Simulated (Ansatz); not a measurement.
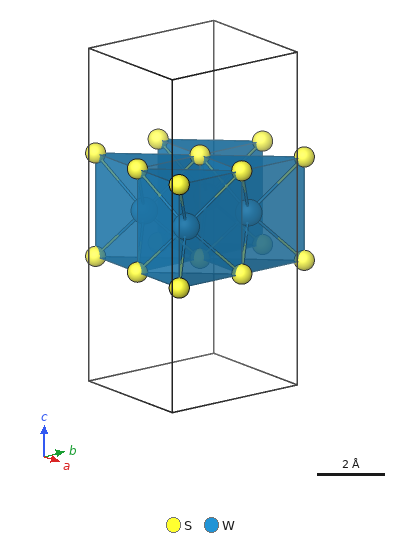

Figure 1. The structure (polyhedral view of the 2 × 2 repeat of the cell, with the vacuum cut short, seen slightly off an axis; polyhedra are completed across the faces of the cell).

**Single-point calculation of WS2**

- system: WS2 (slab, 3 atoms in the cell)
- method: DFT PBE+D3(BJ), scalar-relativistic, plane waves, PAW, no spin polarisation (Ansatz 0.2.0)

The structure derives from a Materials Project entry. It belongs to a series of runs on one base structure; here: one layer taken out of the bulk.

### Input file
```yaml
crystal:
  lattice:
    - [3.1597167005, 0.0, 0.0]
    - [-1.5798583503, 2.7363949314, 0.0]
    - [0.0, 0.0, 32.3040145634]
  atoms:
    - { symbol: S, position: [0.6666666667, 0.3333333333, 0.4512133813] }
    - { symbol: W, position: [0.3333333333, 0.6666666667, 0.5] }
    - { symbol: S, position: [0.6666666667, 0.3333333333, 0.5487866187] }
  periodic: [true, true, false]
basis:
  ecutwfc: 420
kpoints:
  mp_grid: { grid: [6, 6, 1] }
hamiltonian:
  xc: pbe
  dispersion: d3bj
scf:
  occupations: { method: gaussian, width: 0.1 }
output:
  forces: true
  stress: true
  eigenvalues: true
```

Hardware: 1 thread of an Arm (aarch64) CPU, shared host.

Launch command:
```bash
ansatz run input.yaml --threads 1 --pin off --max-ram 3072MiB --backend cpu --events-out ev --progress --plain --runs-dir out
```

### The program's output
```
Engine: ansatz 0.2.0, aarch64-unknown-linux-gnu
Pseudopotentials: kind: paw
Pseudopotential: S, paw, valence charge 6, recommended cutoff 420 eV (normal), S.paw.azcp
Pseudopotential: W, paw, valence charge 14, recommended cutoff 420 eV (normal), W.paw.azcp
Functional definition: PBE
  parameter kappa = 0.804
  parameter beta = 0.06672455060314922
  exchange = pbe_x(kappa = kappa, mu = beta*pi^2/3)
  correlation = pbe_c(beta = beta)
Crystal: 3 atoms, lattice volume = 279.308 Å³
Basis set: ecut = 420 eV, 5411 PW (Γ), exchange–correlation on 48×48×432 points (8 copies of the dense FFT grid, shifted against one another)
Bands: 17, of which v1, the nominal top of the filled ones, is band 13 counted from 1 (12 counted from 0)
Symmetry: 12 space group operations
Space group: P-6m2 (ITA 187), of the structure as read, at distance tolerance 6.5e-5 Å
k-points: 7 of 36 (time reversal used)
Non-local potential: S, projectors of the file, l = 0: 2, l = 1: 2, l = 2: 2
Non-local potential: W, projectors of the file, l = 0: 3, l = 1: 2, l = 2: 2, l = 3: 1
PAW form: soft (Blöchl's): semilocal exchange-correlation on the pseudo side does not see the compensation charge
PAW one-centre angular grid: S, 110 points (default); XC on 64 Gauss nodes
PAW one-centre angular grid: W, 590 points (default); XC on 64 Gauss nodes
Initial density: superposition of atomic densities (neutral atoms: chi_scale 0, normalization atom), corrected by the library's trained network
Initial wavefunctions: pseudopotential atomic-orbital guess
Functional: x = pbe(κ = 0.804, μ = 0.2195149727645171), c = pbe(β = 0.06672455060314922)
SCF iter   1: F=—  HF=-12192.349469 eV  |F-HF|=—  |Δ(HF+E_count)|=         —  Δρ=2.60e-3  dr2=2.43e-2  ethr=1.77e-3  ⟨swp⟩=13.3  Hψ=1107  notcnv=0
preconditioner: auto → Resta (q_TF=auto, 1.837 Å⁻¹)  ε∞=2.2  [insulator: Δε(μ)=1.921 eV  Ē_g=8.745 eV  σ=0.100 eV  W_gap=1.00  n_scr=18 (ndim 8)  ℏωp=9.4 eV  f_vac=0.780  D(μ)=0.00/eV (n_scr^D=0)  ε∞_Penn≈2.2  vacuum switching on, ρ_ref=5.5e-3 e/Å³]
SCF iter   2: F=—  HF=-12192.355153 eV  |F-HF|=—  |Δ(HF+E_count)|=   5.68e-3  Δρ=1.81e-3  dr2=1.69e-2  ethr=9.36e-5  ⟨swp⟩=3.9  Hψ=371  notcnv=0
SCF iter   3: F=—  HF=-12192.353700 eV  |F-HF|=—  |Δ(HF+E_count)|=   1.45e-3  Δρ=9.85e-4  dr2=1.21e-3  ethr=6.51e-5  ⟨swp⟩=2.9  Hψ=182  notcnv=0
SCF iter   4: F=—  HF=-12192.355759 eV  |F-HF|=—  |Δ(HF+E_count)|=   2.06e-3  Δρ=1.59e-4  dr2=5.52e-5  ethr=4.65e-6  ⟨swp⟩=3.9  Hψ=306  notcnv=0
SCF iter   5: F=—  HF=-12192.355765 eV  |F-HF|=—  |Δ(HF+E_count)|=   6.00e-6  Δρ=4.35e-5  dr2=5.54e-6  ethr=2.12e-7  ⟨swp⟩=2.4  Hψ=222  notcnv=0
SCF iter   6: F=—  HF=-12192.355766 eV  |F-HF|=—  |Δ(HF+E_count)|=   6.35e-7  Δρ=8.51e-6  dr2=2.30e-7  ethr=2.13e-8  ⟨swp⟩=3.6  Hψ=292  notcnv=0
SCF iter   7: F=-12192.355766 eV  HF=-12192.355766 eV  |F-HF|=1.03e-8  |Δ(HF+E_count)|=   2.08e-7  Δρ=1.72e-6  dr2=1.11e-8  ethr=3.85e-10  ⟨swp⟩=12.6  Hψ=844  notcnv=0
SCF 1 converged in 7 iterations: F = -12192.355766 eV  dr2 = 1.11e-8
  greatest PAW one-centre occupation: 1.000 electrons in one spin orbital (limit 2), on the W atom at site 1 (counted from 0), in its partial waves of l = 0
```

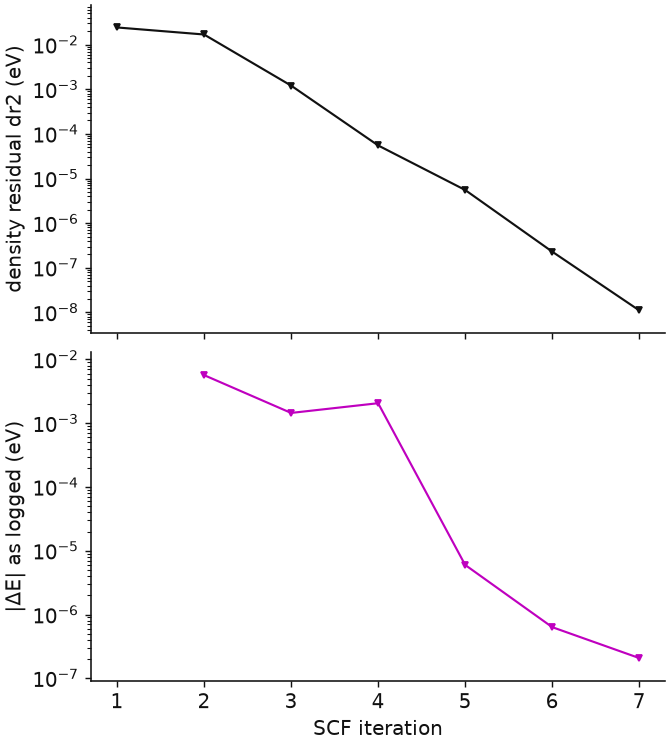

Figure 2. Convergence of the self-consistent field: density residual dr2 and size of the energy change against the SCF iteration. The residual falls at every step.

```
SCF converged after 7 iterations
Free energy (F): -12192.355766 eV
Harris-Foulkes:  -12192.355766 eV  (|F-HF|=1.03e-8)
Internal energy: -12192.355766 eV  (E = F + TS)
E sigma→0 (E₀):  -12192.355766 eV
Fermi energy:    -4.725053 eV
--- Per-component energies (eV) ---
  E_band       = -622.031377
  E_kinetic    = 666.309180
  E_local      = -48536.314577  (includes V_loc(G=0)·N_el)
  E_nonlocal   = 57.293461
  E_hartree    = 23870.372981
  E_xc         = -462.119365
  E_vxc        = -414.956998  (∫ρ·V_xc dr)
  E_paw        = -9763.130206  (= ΣΔE_a)
  E_vpaw       = -135.095107  (= ΣTr[D̂ρ^β])
  E_aug_tail   = -0.000062  (compensation charges beyond the density's cutoff)
  E_ewald      = 21976.162260
  E_disp       = -0.929439  (pairwise vdW)
  E_smearing   = -0.000000  (= −TS)
  E_closure    = -0.000000  (closes the sum)
  Σ components = -12192.355766   (vs F -12192.355766, Δ=0.00e0)
--- Forces (eV/Å), atoms counted from 1 ---
  atom   1  S      0.00000000     0.00000000    -0.00249583
  atom   2  W      0.00000000     0.00000000     0.00000000
  atom   3  S      0.00000000     0.00000000     0.00249583
  max |Σ_I F_I| component: 5.09e-17 eV/Å
--- 2D stress c σ (N/m, compression-positive) ---
       -0.012262      -0.000000       0.000000
        0.000000      -0.012262       0.000000
        0.000000       0.000000       0.000000
  P = ½ c Tr σ = -0.0123 N/m
--- Band table (eV; the first three rows and the last of 7) ---
  k-point 0: bands = ["-79.6139", "-43.9109", "-43.7299", "-43.7299", "-20.5142", "-18.8810", "-12.1044", "-8.4991", "-8.4991", "-7.8779", "-7.2527", "-7.2527", "-5.8171", "-2.7462", "-2.7462", "-2.6135", "-2.6135"]
  k-point 1: bands = ["-79.6092", "-43.8943", "-43.8214", "-43.7512", "-20.0624", "-18.7124", "-11.5843", "-9.5063", "-8.8899", "-8.0665", "-7.8673", "-7.1077", "-6.1083", "-3.3420", "-2.9406", "-2.8374", "-2.0369"]
  k-point 2: bands = ["-79.5999", "-44.0002", "-43.8609", "-43.7935", "-18.9995", "-18.3265", "-11.4959", "-10.2431", "-10.1989", "-8.7395", "-7.6560", "-7.2340", "-6.9247", "-3.1038", "-3.0673", "-2.0186", "-1.1748"]
  k-point 6: bands = ["-79.5929", "-43.9973", "-43.9625", "-43.8357", "-17.9967", "-17.9251", "-11.5084", "-11.0849", "-10.2116", "-9.5802", "-8.9727", "-8.1136", "-5.6837", "-3.7664", "-2.3918", "-1.6136", "-0.0480"]
```

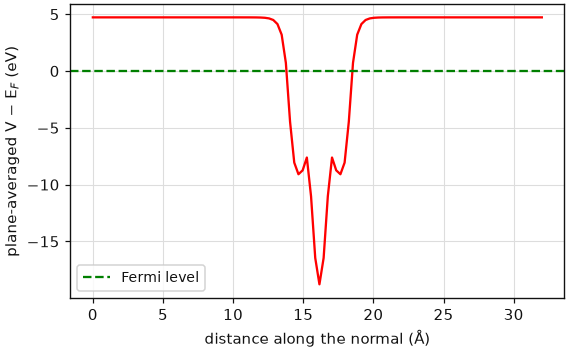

Figure 3. Plane average of the electrostatic potential energy of an electron across the cell, from the Fermi level. The vacuum level lies 4.73 eV above the Fermi level.

### Results in brief

| quantity | value |
| --- | --- |
| outcome | converged |
| electrons treated | 26 |
| free energy | −12192.3558 eV |
| work function, top face | 4.73 eV |
| work function, bottom face | 4.73 eV |
| Fermi energy | −4.725 eV |
| gap on the k-point mesh | 1.92 eV |
| work function (upper face) | 4.73 eV |
| largest force (length of the vector) | 0.002 eV/Å |
| wall time | 4.2 s |
| peak memory | 0.38 GiB |

Spin–orbit coupling is left out, which matters for W.
